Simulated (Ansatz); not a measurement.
## Single-point calculation of CoSi₂ (part 2 of 2)

CoSi₂ (slab, 24 atoms in the cell); DFT PBE+D3(BJ), scalar-relativistic, plane waves, PAW, no spin polarisation (Ansatz 0.2.0); cutoff 420 eV, 3×3×1 k-mesh, Gaussian smearing of 0.1 eV. The structure derives from an entry of the Crystallography Open Database. It belongs to a series of runs on one base structure; here: the slab at its places in the relaxed adsorbed structure.

Geometry of the input (Å; fractional positions):
```
7.5013  0.0000  0.0000
-3.7507  6.4963  0.0000
0.0000  0.0000  22.5936
Si 0.5000  0.5000  0.3541
Si 0.5000  0.0000  0.3541
Si -0.0000  0.5000  0.3541
Si 0.0000  0.0000  0.3541
Co 0.3333  0.1667  0.3880
Co 0.3333  0.6667  0.3880
Co 0.8333  0.1667  0.3880
Co 0.8333  0.6667  0.3880
Si 0.6667  0.3333  0.4219
Si 0.6667  0.8333  0.4219
Si 0.1667  0.3333  0.4219
Si 0.1667  0.8333  0.4219
Si 0.8335  0.6663  0.4883
Si 0.8327  0.1660  0.4881
Si 0.3340  0.6672  0.4881
Si 0.3327  0.1672  0.4883
Co 0.6669  0.3330  0.5250
Co 0.6668  0.8331  0.5249
Co 0.1657  0.3342  0.5254
Co 0.1669  0.8331  0.5250
Si 0.0003  0.4998  0.5577
Si 0.0004  0.0006  0.5560
Si 0.4994  0.4995  0.5560
Si 0.4999  0.0000  0.5562
```

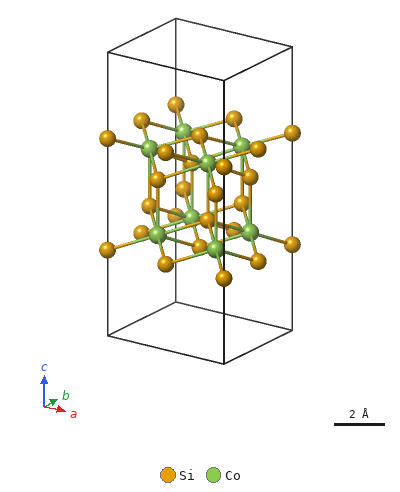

Fig. 1: The structure as given in the input (ball-and-stick view of the cell of the calculation, with the vacuum cut short, seen slightly off an axis).

Output, continued
```
  k-point 0: bands = ["-94.6973", "-94.6972", "-94.6956", "-94.6946", "-94.6713", "-94.6701", "-94.6664", "-94.6662", "-58.0516", "-58.0512", "-58.0509", "-58.0499", "-58.0494", "-58.0490", "-58.0487", "-58.0483", "-58.0446", "-58.0428", "-58.0417", "-58.0410", "-58.0401", "-58.0396", "-58.0324", "-58.0314", "-57.9403", "-57.9402", "-57.9372", "-57.9349", "-57.8742", "-57.8736", "-57.8716", "-57.8714", "-12.5689", "-10.5350", "-9.6351", "-9.6250", "-9.6220", "-9.1000", "-9.0952", "-9.0680", "-7.7687", "-7.7648", "-7.7429", "-7.2168", "-7.0099", "-7.0025", "-7.0005", "-5.3465", "-5.3344", "-5.3335", "-4.0451", "-4.0421", "-4.0394", "-3.8391", "-3.8384", "-3.6937", "-3.6891", "-3.6852", "-3.6334", "-3.5660", "-3.5650", "-2.7111", "-2.5979", "-2.5962", "-2.5930", "-2.3491", "-2.3466", "-2.3434", "-2.1173", "-2.1160", "-2.1128", "-2.0344", "-2.0183", "-2.0167", "-1.8396", "-1.8389", "-1.7751", "-1.7750", "-1.7706", "-1.7138", "-1.7131", "-1.7104", "-1.5209", "-1.5202", "-1.4038", "-1.4034", "-1.4032", "-1.3029", "-1.2999", "-1.2864", "-1.1220", "-1.1209", "-1.1203", "-1.0593", "-0.8903", "-0.8722", "-0.8707", "-0.3477", "-0.3459", "-0.3448", "0.9506", "0.9536", "0.9984", "1.0125", "1.0153", "1.7617", "1.7683", "1.7697", "2.0974", "2.1865", "2.1903", "2.1985", "2.5185", "2.8917", "2.8941", "3.1149", "3.8929", "3.8942", "3.8997", "4.0491", "4.0493", "4.0785", "4.0808", "4.2559"]
  k-point 1: bands = ["-94.6972", "-94.6972", "-94.6956", "-94.6946", "-94.6713", "-94.6701", "-94.6663", "-94.6662", "-58.0512", "-58.0509", "-58.0507", "-58.0502", "-58.0493", "-58.0490", "-58.0489", "-58.0486", "-58.0443", "-58.0431", "-58.0414", "-58.0410", "-58.0402", "-58.0397", "-58.0322", "-58.0316", "-57.9403", "-57.9402", "-57.9372", "-57.9349", "-57.8742", "-57.8736", "-57.8716", "-57.8714", "-12.1921", "-11.0936", "-10.1606", "-10.0623", "-10.0497", "-9.1036", "-8.3725", "-8.3682", "-7.8191", "-7.8056", "-7.2665", "-7.0267", "-6.8479", "-6.8383", "-6.2154", "-5.2645", "-5.2575", "-5.0698", "-4.9181", "-4.5206", "-4.5197", "-4.0515", "-3.8759", "-3.8687", "-3.8080", "-3.7209", "-3.6113", "-3.3162", "-3.0774", "-3.0741", "-3.0328", "-2.6935", "-2.6790", "-2.5440", "-2.5423", "-2.4998", "-2.2310", "-2.2125", "-2.2075", "-2.1801", "-2.1428", "-2.1399", "-2.1351", "-2.0150", "-1.7102", "-1.7058", "-1.6290", "-1.6162", "-1.6144", "-1.4978", "-1.4732", "-1.4539", "-1.4412", "-1.4404", "-1.3538", "-1.3466", "-1.3413", "-1.2697", "-0.9997", "-0.8539", "-0.8480", "-0.7825", "-0.7614", "-0.6580", "-0.6537", "-0.2328", "-0.2284", "-0.1748", "0.1024", "0.2444", "0.7989", "1.0933", "1.0988", "1.4263", "1.6843", "1.6938", "1.7221", "2.0428", "2.0766", "2.2820", "2.7915", "3.0552", "3.0631", "3.3676", "3.7972", "3.8041", "3.9700", "4.1273", "4.3062", "4.4949", "4.5792", "4.6798"]
  k-point 2: bands = ["-94.6972", "-94.6972", "-94.6956", "-94.6946", "-94.6713", "-94.6701", "-94.6663", "-94.6662", "-58.0512", "-58.0509", "-58.0507", "-58.0502", "-58.0493", "-58.0490", "-58.0489", "-58.0486", "-58.0443", "-58.0431", "-58.0414", "-58.0410", "-58.0403", "-58.0397", "-58.0322", "-58.0316", "-57.9403", "-57.9402", "-57.9372", "-57.9349", "-57.8742", "-57.8736", "-57.8716", "-57.8714", "-12.1921", "-11.0937", "-10.1606", "-10.0625", "-10.0494", "-9.1036", "-8.3725", "-8.3684", "-7.8192", "-7.8055", "-7.2667", "-7.0268", "-6.8483", "-6.8381", "-6.2149", "-5.2647", "-5.2572", "-5.0699", "-4.9178", "-4.5206", "-4.5198", "-4.0516", "-3.8760", "-3.8683", "-3.8082", "-3.7211", "-3.6115", "-3.3161", "-3.0774", "-3.0740", "-3.0329", "-2.6935", "-2.6790", "-2.5441", "-2.5422", "-2.4994", "-2.2311", "-2.2126", "-2.2076", "-2.1801", "-2.1429", "-2.1398", "-2.1352", "-2.0149", "-1.7104", "-1.7059", "-1.6289", "-1.6163", "-1.6144", "-1.4975", "-1.4732", "-1.4539", "-1.4413", "-1.4406", "-1.3537", "-1.3465", "-1.3411", "-1.2700", "-0.9996", "-0.8539", "-0.8479", "-0.7827", "-0.7615", "-0.6581", "-0.6537", "-0.2328", "-0.2283", "-0.1746", "0.1024", "0.2442", "0.7992", "1.0934", "1.0990", "1.4262", "1.6844", "1.6938", "1.7220", "2.0430", "2.0765", "2.2820", "2.7911", "3.0552", "3.0630", "3.3674", "3.7971", "3.8041", "3.9700", "4.1272", "4.3058", "4.4953", "4.5790", "4.6798"]
  k-point 4: bands = ["-94.6972", "-94.6972", "-94.6956", "-94.6946", "-94.6713", "-94.6701", "-94.6663", "-94.6662", "-58.0514", "-58.0508", "-58.0506", "-58.0499", "-58.0496", "-58.0492", "-58.0491", "-58.0483", "-58.0445", "-58.0428", "-58.0413", "-58.0409", "-58.0402", "-58.0400", "-58.0325", "-58.0314", "-57.9403", "-57.9402", "-57.9372", "-57.9349", "-57.8742", "-57.8736", "-57.8716", "-57.8714", "-12.1921", "-11.0934", "-10.1603", "-10.0598", "-10.0531", "-9.1036", "-8.3744", "-8.3652", "-7.8206", "-7.8049", "-7.2660", "-7.0266", "-6.8453", "-6.8417", "-6.2156", "-5.2633", "-5.2579", "-5.0703", "-4.9181", "-4.5215", "-4.5189", "-4.0507", "-3.8740", "-3.8712", "-3.8081", "-3.7207", "-3.6109", "-3.3166", "-3.0766", "-3.0735", "-3.0331", "-2.6931", "-2.6796", "-2.5447", "-2.5415", "-2.5008", "-2.2307", "-2.2125", "-2.2067", "-2.1814", "-2.1412", "-2.1404", "-2.1360", "-2.0145", "-1.7103", "-1.7050", "-1.6293", "-1.6167", "-1.6137", "-1.4986", "-1.4736", "-1.4530", "-1.4407", "-1.4399", "-1.3545", "-1.3483", "-1.3408", "-1.2692", "-1.0000", "-0.8521", "-0.8501", "-0.7827", "-0.7610", "-0.6582", "-0.6536", "-0.2312", "-0.2297", "-0.1759", "0.1021", "0.2454", "0.7976", "1.0920", "1.1002", "1.4266", "1.6847", "1.6941", "1.7224", "2.0422", "2.0765", "2.2825", "2.7922", "3.0577", "3.0605", "3.3679", "3.7986", "3.8035", "3.9697", "4.1273", "4.3060", "4.4941", "4.5788", "4.6816"]
```

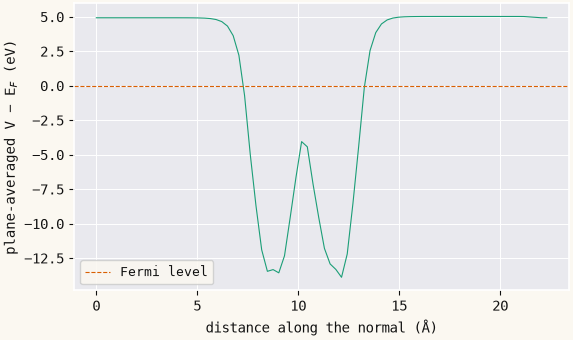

Fig. 2: Plane average of the electrostatic potential energy of an electron across the cell, from the Fermi level. The vacuum level lies 5.02 eV above the Fermi level on the upper side and 4.93 eV on the lower.

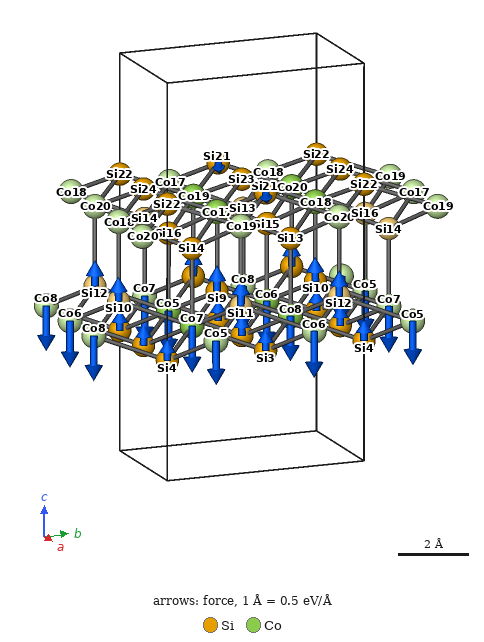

Fig. 3: Forces on the atoms as blue arrows (ball-and-stick view of the cell of the calculation, with the vacuum cut short, seen slightly off an axis; neighbours outside the cell are drawn fainter; atoms are numbered from 1 in the order of the input); the smallest are left out. The largest act on Co6, Co7 (0.69 eV/Å); Co8 (0.66 eV/Å); Co5 (0.65 eV/Å); Si11 (0.40 eV/Å), among others. The geometry is not a stationary point of this energy.

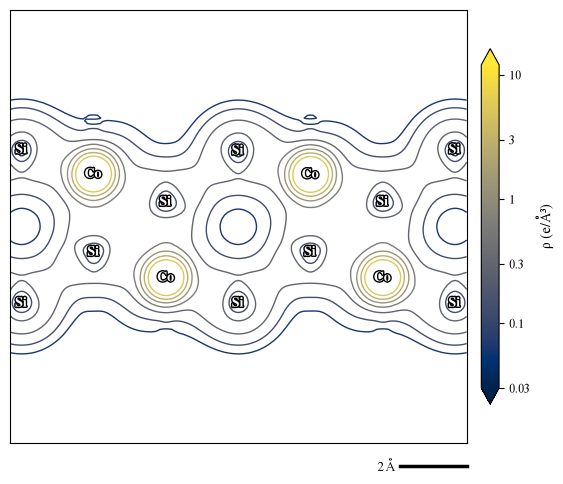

Fig. 4: Valence charge density (pseudo) on the (110) plane of the calculation cell, a cut from vacuum to vacuum. Atoms in the plane: Si and Co. Co–Si (2.27 Å): ρ is about 0.56 e/Å³ halfway. Co–Si (2.30 Å): ρ at the midpoint is about 0.5 e/Å³. The density dies away to nearly zero in the vacuum. Core electrons are frozen (PAW), so the fields are smoothed inside the atomic spheres.
